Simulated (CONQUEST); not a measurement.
## Energy of BP along an even scaling of the cell

System: BP (F-43m, 4 atoms in the cell).
Method: Kohn-Sham DFT of a periodic cell, PBEsol, PseudoDojo NC PBEsol, no spin polarisation (CONQUEST 1.3).

The 7 runs differ only in the geometry, by an even scaling of the cell at fixed fractional positions. The structure derives from an entry of the Crystallography Open Database.

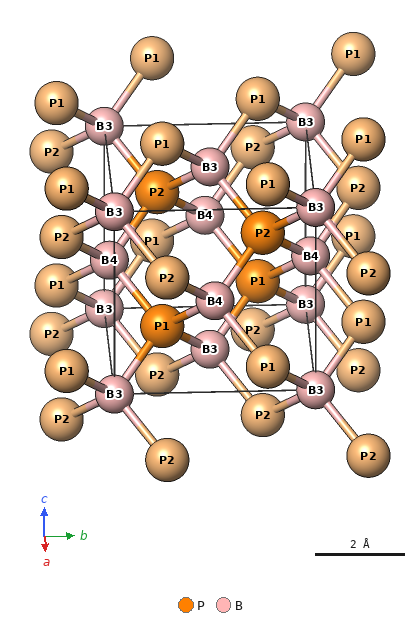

Figure 1. The structure of run 4 (ball-and-stick view of the cell 2 times as large as that of the calculation, set on its symmetry axes, seen at an oblique angle; neighbours outside the cell are drawn fainter; atoms are numbered from 1 in the order of the input). An atom can appear more than once, as a periodic image.

### Input of run 4
```
IO.Title BP
IO.Coordinates coords.dat
IO.FractionalAtomicCoords T
IO.Iprint 2
IO.Iprint_init 1
General.NumberOfSpecies 2
General.PseudopotentialType hamann
AtomMove.TypeOfRun static
AtomMove.FullStress T
Grid.PointsAlongX 32
Grid.PointsAlongY 32
Grid.PointsAlongZ 48
DM.SolutionMethod diagon
Diag.MPMesh T
Diag.GammaCentred T
Diag.MPMeshX 8
Diag.MPMeshY 8
Diag.MPMeshZ 6
Diag.kT 0.00183747
minE.SCTolerance 1e-6
SC.MaxIters 100
IO.AtomChargeOutput T
%block ChemicalSpeciesLabel
1 30.970 P
2 10.810 B
%endblock
```

Command:
```bash
OMP_NUM_THREADS=1 Conquest
```

Lattice vectors (Å) and fractional positions of run 4:
```
   3.208851    0.000000    0.000000
   0.000000    3.208851    0.000000
   0.000000    0.000000    4.538000
P   0.000000  0.500000  0.250000
P   0.500000  0.000000  0.750000
B   0.000000  0.000000  0.000000
B   0.500000  0.500000  0.500000
```

Run 2 has the same physical settings and fractional positions; its lattice vectors (Å) are:
```
   3.165482    0.000000    0.000000
   0.000000    3.165482    0.000000
   0.000000    0.000000    4.476668
```

### Results, with one run withheld

| run | volume per atom (Å³) | free energy per atom, from the lowest run given (meV) | pressure (GPa) | gap on the mesh (eV) |
| --- | --- | --- | --- | --- |
| 1 | 10.981 | 27.20 | 12.11 | 1.04 |
| 2 | 11.214 | ? | ? | ? |
| 3 | 11.448 | 3.65 | 4.21 | 1.09 |
| 4 | 11.682 | 0.00 | 0.86 | 1.11 |
| 5 | 11.915 | 1.18 | −2.37 | 1.14 |
| 6 | 12.149 | 6.88 | −5.31 | 1.16 |
| 7 | 12.383 | 16.51 | −7.79 | 1.19 |

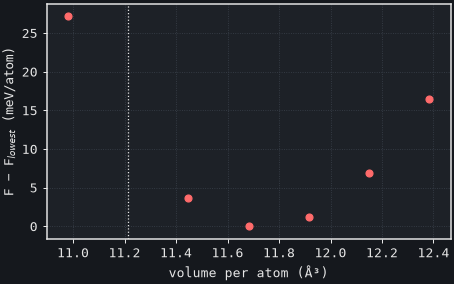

Figure 2. Free energy per atom of the runs given; the dotted line marks run 2.

What should run 2 give?

A cubic polynomial in V^(−2/3) (the Birch–Murnaghan form), fitted to the 6 runs given, misses them by at most 0.04 meV per atom. With x = V^(−2/3) − 0.19354 Å⁻², it reads F = −0.12257 − 58.438 x + 3.5791e+05 x² − 4.8112e+05 x³ (meV per atom). At run 2 it gives 12.56 meV per atom, and the run itself gives 12.54. The slope of the fit gives a pressure −dF/dV of 8.03 GPa there, and the run prints 8.01 GPa. The fit has its minimum at 11.737 Å³ per atom, where V d²F/dV² gives 163 GPa: the bulk modulus at this level, since symmetry fixes the shape and the positions. The gap on the mesh goes, without turning, from 1.04 eV in run 1 to 1.19 eV in run 7; run 2 has 1.06 eV. These are gaps of this functional on this mesh, which can miss the band edges; they aren't the measured gap.

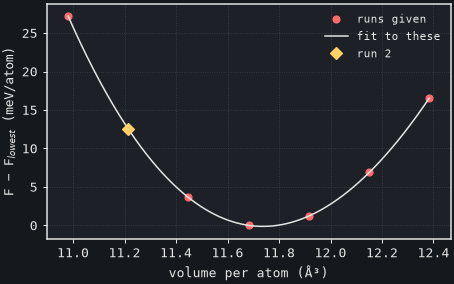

Figure 3. The fit and the withheld run.

### Some lines of the output (run 2)
```
[...]
          DFT Total Energy                 :       -19.713541955387278 Ha
          DFT Total Energy                 :       -19.758182827514883 Ha
          DFT Total Energy                 :       -19.759136842758213 Ha
          Free Energy (E-TS)               :       -19.759216769976419 Ha
          DFT Total Energy                 :       -19.759210462665457 Ha
          Free Energy (E-TS)               :       -19.759211686261139 Ha
          DFT Total Energy                 :       -19.759211614130262 Ha
          Free Energy (E-TS)               :       -19.759211654652024 Ha
          DFT Total Energy                 :       -19.759211635152546 Ha
          Free Energy (E-TS)               :       -19.759211652923153 Ha
          DFT Total Energy                 :       -19.759211636430791 Ha
      | Free Energy as E-TS      =       -19.759211652923153 Ha
      |* DFT total energy        =       -19.759211636430791 Ha
    force: Average pressure:      8.01194808 GPa
```

Notes: With a small basis of atomic orbitals these values can differ much from converged plane-wave results.
